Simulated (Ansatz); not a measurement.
## Two runs on PbO$_{2}$

System: PbO$_{2}$ (6 atoms in the cell).
Method of run A: DFT, r2SCAN, plane waves, PAW, no spin polarisation (Ansatz 0.2.0).

The structure was built on a prototype by a generator. The geometry comes from this level: r2SCAN (a point of a series of strains). Text and figures count atoms from 1; the logs count them from 0 in places.

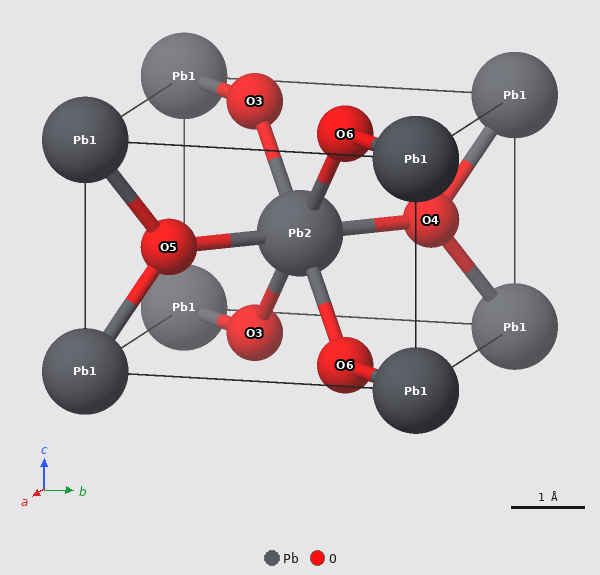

The structure (ball-and-stick view of the cell of the calculation, seen slightly off an axis; atoms are numbered from 1 in the order of the input). An atom can appear more than once, as a periodic image. Near neighbours in the periodic cell (some may lie outside the picture): Pb has 6 O at 2.06 to 2.10 Å; O has 3 Pb at 2.06 to 2.10 Å.

### The input, run A
```yaml
crystal:
  lattice:
    - [4.7844922378, 0.0, 0.0]
    - [0.0, 4.7844922378, 0.0]
    - [0.0, 0.0, 3.271317411]
  atoms:
    - { symbol: Pb, position: [0.0, 0.0, 0.0] }
    - { symbol: Pb, position: [0.5, 0.5, 0.5] }
    - { symbol: O, position: [0.3050476694, 0.3050476694, 0.0] }
    - { symbol: O, position: [0.1949523306, 0.8050476694, 0.5] }
    - { symbol: O, position: [0.8050476694, 0.1949523306, 0.5] }
    - { symbol: O, position: [0.6949523306, 0.6949523306, 0.0] }
kpoints:
  mp_grid: { grid: [6, 6, 8] }
  band_path:
    path:
      - [0.0, 0.0, 0.0]
      - [0.0, 0.5, 0.0]
      - [0.5, 0.5, 0.0]
      - [0.0, 0.0, 0.5]
      - [0.0, 0.5, 0.5]
      - [0.5, 0.5, 0.5]
      - [-0.028646, -0.028646, -0.003581]
    npoints: 1
hamiltonian:
  xc: r2scan
scf:
  occupations: { method: fermi_dirac, width: 0.02 }
  n_extra_bands: 5
output:
  forces: true
  stress: true
  eigenvalues: true
```

Command:
```bash
ansatz run input.yaml --threads 2 --pin off --max-ram 29491MiB --backend cpu --events-out ev --progress --plain --runs-dir out
```

Hardware: 2 threads of AMD EPYC (Zen 3), 1656 GiB of memory available, shared host.

### Output, shortened to warnings, some set-up lines, iterations and results (run A)
```
Basis set: ecut = 500 eV, 1899 PW (Γ), exchange–correlation on 144×144×96 points (64 copies of the dense FFT grid, shifted against one another)
Symmetry: 16 space group operations
k-points: 50 of 288
Initial density: superposition of atomic densities (neutral atoms: chi_scale 0, normalization atom), corrected by the library's trained network
[...]
SCF iter   1: F=—  HF=-26110.667634 eV  |F-HF|=—  |Δ(HF+E_count)|=         —  Δρ=1.14e-2  dr2=5.22e-2  dr2_τ=2.70e-1  ethr=1.77e-3  ⟨swp⟩=8.4  Hψ=8220  notcnv=0
SCF iter   2: F=—  HF=-26110.769410 eV  |F-HF|=—  |Δ(HF+E_count)|=   1.02e-1  Δρ=6.72e-3  dr2=1.85e-2  dr2_τ=6.66e-4  ethr=1.00e-4  ⟨swp⟩=3.3  Hψ=3669  notcnv=0  defer=49
SCF iter   3: F=—  HF=-26110.767130 eV  |F-HF|=—  |Δ(HF+E_count)|=   2.28e-3  Δρ=1.54e-3  dr2=1.21e-3  dr2_τ=1.66e-4  ethr=3.56e-5  ⟨swp⟩=3.0  Hψ=3197  notcnv=0  defer=49
SCF iter   4: F=—  HF=-26110.767051 eV  |F-HF|=—  |Δ(HF+E_count)|=   7.87e-5  Δρ=4.42e-4  dr2=1.20e-4  dr2_τ=3.51e-5  ethr=2.33e-6  ⟨swp⟩=2.7  Hψ=3117  notcnv=0  defer=49
SCF iter   5: F=—  HF=-26110.767058 eV  |F-HF|=—  |Δ(HF+E_count)|=   7.24e-6  Δρ=1.57e-4  dr2=2.06e-5  dr2_τ=4.67e-7  ethr=2.30e-7  ⟨swp⟩=2.5  Hψ=2509  notcnv=0  defer=49
SCF iter   6: F=—  HF=-26110.767062 eV  |F-HF|=—  |Δ(HF+E_count)|=   3.50e-6  Δρ=7.06e-5  dr2=3.87e-6  dr2_τ=1.12e-7  ethr=3.97e-8  ⟨swp⟩=2.6  Hψ=2633  notcnv=0  defer=49
SCF iter   7: F=-26110.767061 eV  HF=-26110.767061 eV  |F-HF|=5.79e-8  |Δ(HF+E_count)|=   7.12e-7  Δρ=1.16e-5  dr2=9.51e-8  dr2_τ=1.01e-8  ethr=1.92e-10  ⟨swp⟩=12.0  Hψ=10530 …
SCF 1 converged in 7 iterations: F = -26110.767061 eV  dr2 = 9.51e-8
NSCF: frozen V_eff on 7 k-points
SCF converged after 7 iterations
Free energy (F): -26110.767061 eV
Harris-Foulkes:  -26110.767061 eV  (|F-HF|=5.79e-8)
Internal energy: -26110.767032 eV  (E = F + TS)
E sigma→0 (E₀):  -26110.767047 eV
Entropy (-TS):   -0.000029 eV (-0.005 meV/atom)
Fermi energy:    9.606764 eV
--- Per-component energies (eV) ---
  E_band       = -30.219982
  E_kinetic    = 1302.567293
  E_local      = -3203.743484  (includes V_loc(G=0)·N_el)
  E_nonlocal   = 909.392534
  E_hartree    = 1252.479436
  E_xc         = -700.328706
  E_vxc        = -699.491473  (∫ρ·V_xc dr)
  E_paw        = -21543.843286  (= ΣΔE_a)
  E_vpaw       = -890.380524  (= ΣTr[D̂ρ^β])
  E_aug_tail   = 0.004151  (compensation charges beyond the density's cutoff)
  E_vtau       = 46.458966  (kinetic-family band-sum trace: ∫τ·v_τ [+ j·A + Jᵃ·Aᵃ] dr)
  E_ewald      = -4129.098212
  E_core_change = 1.803241  (= ΣΔE_core)
  E_smearing   = -0.000029  (= −TS)
  E_closure    = 0.000000  (closes the sum)
  Σ components = -26110.767061   (vs F -26110.767061, Δ=0.00e0)
--- Forces (eV/Å), atoms counted from 1 ---
  atom   1  Pb     0.00000000    -0.00000000     0.00000000
  atom   2  Pb     0.00000000     0.00000000     0.00000000
  atom   3  O     -0.00039568    -0.00039568     0.00000000
  atom   4  O      0.00039568    -0.00039568     0.00000000
  atom   5  O     -0.00039568     0.00039568     0.00000000
  atom   6  O      0.00039568     0.00039568     0.00000000
  max |Σ_I F_I| component: 1.73e-18 eV/Å
--- Stress (GPa, compression-positive) ---
       22.669035       0.000000       0.000000
        0.000000      22.669035       0.000000
        0.000000       0.000000      28.851970
  P = ⅓ Tr σ = 24.7300 GPa (247.300 kbar)
```

The input of run B differs as follows (lines with − go, lines with + come):
```diff
-  xc: r2scan
+  xc: pbe
```

How does run B compare with run A?

The total energies belong to different methods, so their difference says nothing on which is more stable or more accurate. The gap of 0.19 eV on the mesh closes. The pressure goes from 24.73 to 31.62 GPa. The functional changes from r2SCAN to PBE. The SCF takes 6 iterations against 7. The default cutoff goes from 500 to 420 eV with the change. The plane waves at Γ go from 1899 to 1475. On the same kind of shared host run B took about 0.4 times as long.

### Output, shortened to warnings, some set-up lines, iterations and results (run B)
```
Basis set: ecut = 420 eV, 1475 PW (Γ), exchange–correlation on 64×64×48 points (8 copies of the dense FFT grid, shifted against one another)
Symmetry: 16 space group operations
k-points: 50 of 288
Initial density: superposition of atomic densities (neutral atoms: chi_scale 0, normalization atom), corrected by the library's trained network
[...]
SCF iter   1: F=—  HF=-26076.316704 eV  |F-HF|=—  |Δ(HF+E_count)|=         —  Δρ=2.42e-3  dr2=2.48e-3  ethr=1.77e-3  ⟨swp⟩=8.4  Hψ=8238  notcnv=0
SCF iter   2: F=—  HF=-26076.315675 eV  |F-HF|=—  |Δ(HF+E_count)|=   1.03e-3  Δρ=1.22e-3  dr2=4.92e-4  ethr=4.76e-6  ⟨swp⟩=3.2  Hψ=3805  notcnv=0  defer=49
SCF iter   3: F=—  HF=-26076.315920 eV  |F-HF|=—  |Δ(HF+E_count)|=   2.45e-4  Δρ=5.00e-4  dr2=1.37e-4  ethr=9.45e-7  ⟨swp⟩=2.4  Hψ=2412  notcnv=0  defer=49
SCF iter   4: F=—  HF=-26076.315987 eV  |F-HF|=—  |Δ(HF+E_count)|=   6.64e-5  Δρ=8.71e-5  dr2=4.53e-6  ethr=2.63e-7  ⟨swp⟩=2.5  Hψ=2868  notcnv=0  defer=49
SCF iter   5: F=—  HF=-26076.315972 eV  |F-HF|=—  |Δ(HF+E_count)|=   1.44e-5  Δρ=1.79e-5  dr2=2.10e-7  ethr=8.72e-9  ⟨swp⟩=2.4  Hψ=2849  notcnv=0  defer=49
SCF iter   6: F=-26076.315973 eV  HF=-26076.315973 eV  |F-HF|=1.15e-9  |Δ(HF+E_count)|=   2.35e-7  Δρ=4.98e-6  dr2=1.56e-8  ethr=1.92e-10  ⟨swp⟩=11.1  Hψ=8410  notcnv=0
SCF 1 converged in 6 iterations: F = -26076.315973 eV  dr2 = 1.56e-8
NSCF: frozen V_eff on 7 k-points
SCF converged after 6 iterations
Free energy (F): -26076.315973 eV
Harris-Foulkes:  -26076.315973 eV  (|F-HF|=1.15e-9)
Internal energy: -26076.315611 eV  (E = F + TS)
E sigma→0 (E₀):  -26076.315792 eV
Entropy (-TS):   -0.000362 eV (-0.060 meV/atom)
Fermi energy:    9.900362 eV
--- Per-component energies (eV) ---
  E_band       = 8.024846
  E_kinetic    = 1300.877745
  E_local      = -3197.079889  (includes V_loc(G=0)·N_el)
  E_nonlocal   = 908.269839
  E_hartree    = 1245.947342
  E_xc         = -729.995376
  E_vxc        = -635.046870  (∫ρ·V_xc dr)
  E_paw        = -21475.247075  (= ΣΔE_a)
  E_vpaw       = -860.900588  (= ΣTr[D̂ρ^β])
  E_aug_tail   = 0.010014  (compensation charges beyond the density's cutoff)
  E_ewald      = -4129.098212
  E_smearing   = -0.000362  (= −TS)
  E_closure    = 0.000000  (closes the sum)
  Σ components = -26076.315973   (vs F -26076.315973, Δ=0.00e0)
--- Forces (eV/Å), atoms counted from 1 ---
  atom   1  Pb     0.00000000    -0.00000000     0.00000000
  atom   2  Pb     0.00000000     0.00000000     0.00000000
  atom   3  O     -0.01407673    -0.01407673     0.00000000
  atom   4  O      0.01407673    -0.01407673     0.00000000
  atom   5  O     -0.01407673     0.01407673     0.00000000
  atom   6  O      0.01407673     0.01407673     0.00000000
  max |Σ_I F_I| component: 1.73e-18 eV/Å
--- Stress (GPa, compression-positive) ---
       29.116753       0.000000       0.000000
        0.000000      29.116753       0.000000
        0.000000       0.000000      36.620772
  P = ⅓ Tr σ = 31.6181 GPa (316.181 kbar)
```

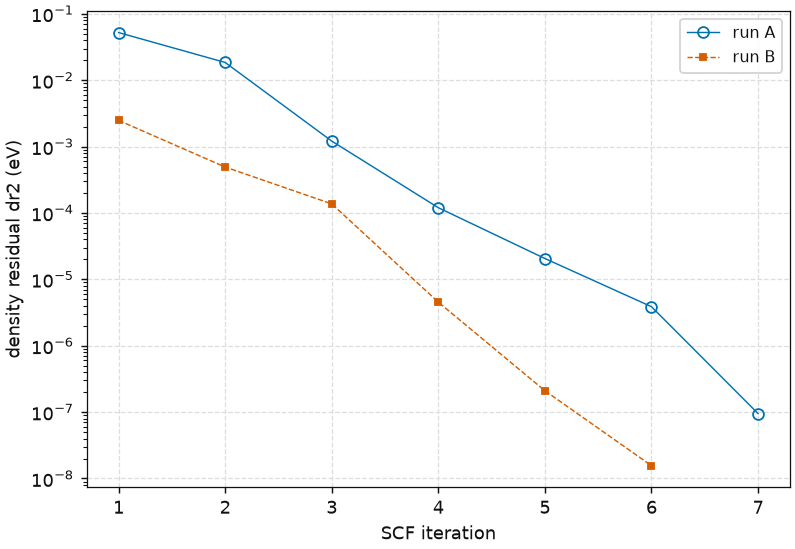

Convergence of the two runs: density residual dr2 against the SCF iteration. Run A takes 7 iterations in all, and run B takes 6.

### The two runs side by side

```csv
quantity,run A,run B
outcome,converged,converged
free energy per atom (eV),−4351.7945,−4346.0527
gap on the mesh (eV),0.19,0.00
pressure (GPa),24.73,31.62
largest force (eV/Å),0.001,0.020
SCF iterations,7,6
irreducible k-points,50,50
plane waves at Γ,1899,1475
wall time (shared host),6.9 s,2.8 s
```

For both runs: Spin–orbit coupling is left out, which matters for Pb. For run A: The cell is under a pressure of 25 GPa at this level, so it is not at its equilibrium volume. For run B: The cell is under a pressure of 32 GPa at this level, so it is not at its equilibrium volume.
